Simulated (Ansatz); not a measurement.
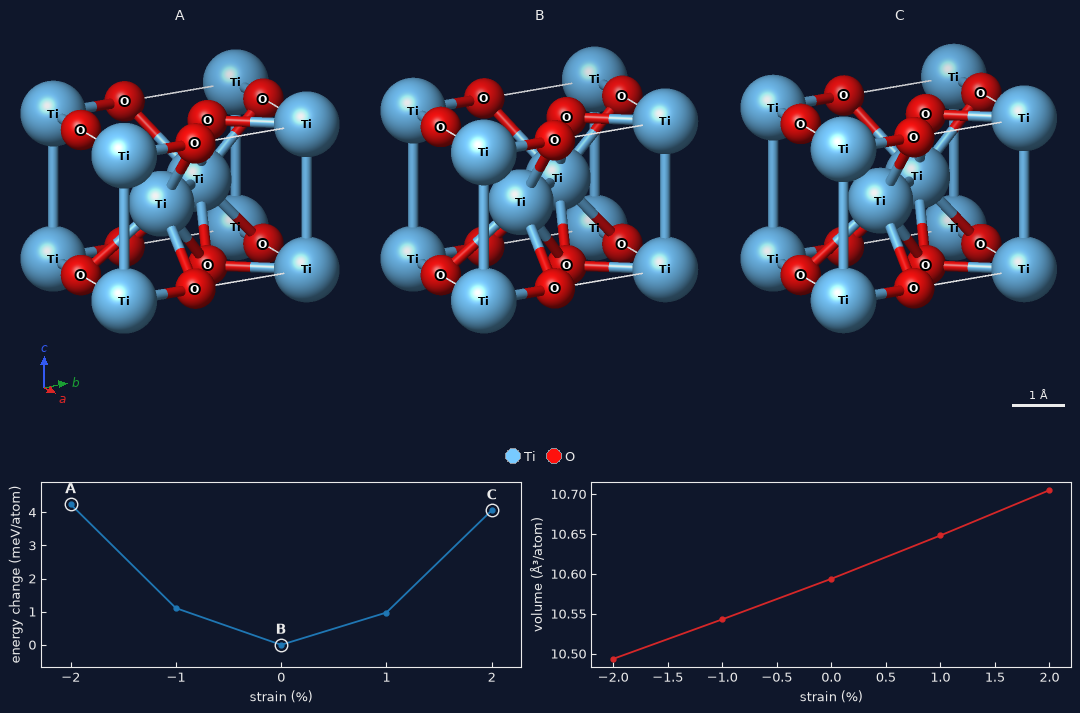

Members of a series of calculations on crystalline TiO (set up in P-62m), marked on the first curve. A ball-and-stick model of the cell of the calculation, seen slightly off an axis.

Theory: Ansatz 0.2.0, DFT r2SCAN+U, scalar-relativistic, plane waves, PAW. (plane-wave cutoff 500 eV; k-point mesh 12 × 12 × 12; occupations gaussian; smearing width 0.1 eV; U Ti 4.0 eV; no spin polarisation)

### Which kind of strain is it, and how does the structure respond?

Uniaxial strain along c; a, b and atoms relaxed. A (strain −2.0 %): energy change 4.2 meV/atom, volume 10.49 Å³ per atom. B (strain 0.0 %): energy change 0.0 meV/atom, volume 10.59 Å³ per atom. C (strain 2.0 %): energy change 4.1 meV/atom, volume 10.70 Å³ per atom. The rest compares A with C. The volume changes by +2.0 %, with a = b 5.054 → 5.004 Å (−1.0 %), c 2.846 → 2.962 Å (+4.1 %). Among the bonded contacts that change: Ti–Ti 2.846 → 2.962 Å, Ti–Ti 2.918 → 2.889 Å, O–Ti 2.112 → 2.139 Å.
